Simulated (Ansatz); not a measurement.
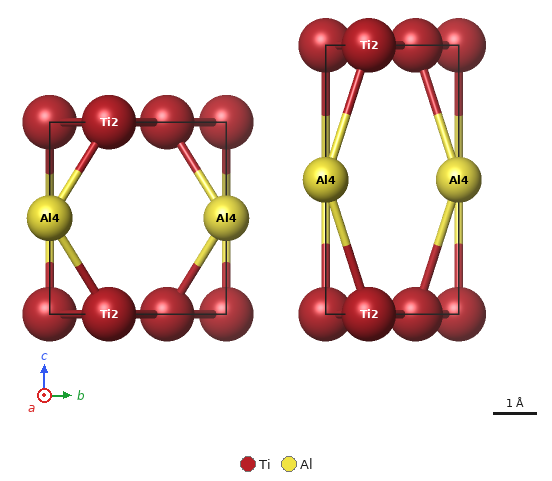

Two geometries of crystalline Ti3Al (a generated structure, set up in P-62m) (coarse preliminary run), drawn at one scale. One is the start of a relaxation, the other its converged end. A ball-and-stick model of the cell of the calculation, seen along the a axis.

The calculation used DFT PBE, scalar-relativistic, plane waves, PAW (Ansatz). Set-up: plane-wave cutoff 420 eV; k-point mesh 6 × 6 × 4; occupations gaussian; smearing width 0.1 eV; no spin polarisation; cell and atoms relaxed; force threshold 0.04 eV/Å; at most 70 steps.

Which of the two is the end point?

The left one is the relaxed one. The largest moves relative to the cell, 0.053 Å, are those of Ti atoms. Al stays in place. Cell: a = b 3.583 → 4.755 Å (+32.7 %), c 6.268 → 4.476 Å (−28.6 %). Volume +25.8 %. Among the contacts that change: Ti–Ti 2.012 → 2.762 Å, Ti–Ti 2.098 → 2.737 Å, Al–Ti 3.342 → 2.748 Å. Among the angles between lasting bonds that change: Ti–Al–Ti 139.3° → 109.1°, Ti–Al–Ti 160.0° → 146.3°. The space group stays P-62m (No. 189). Over 12 accepted moves (14 points after the start) the energy falls by 2347 meV per atom. The largest force component goes from 2.1 to 0.014 eV/Å. Pressure: 47.23 GPa at the start and −0.01 GPa at the end. At 2 points the geometry stayed and the basis and grid were re-selected for the new cell (energy shift of 95.5 meV per atom at most each time).
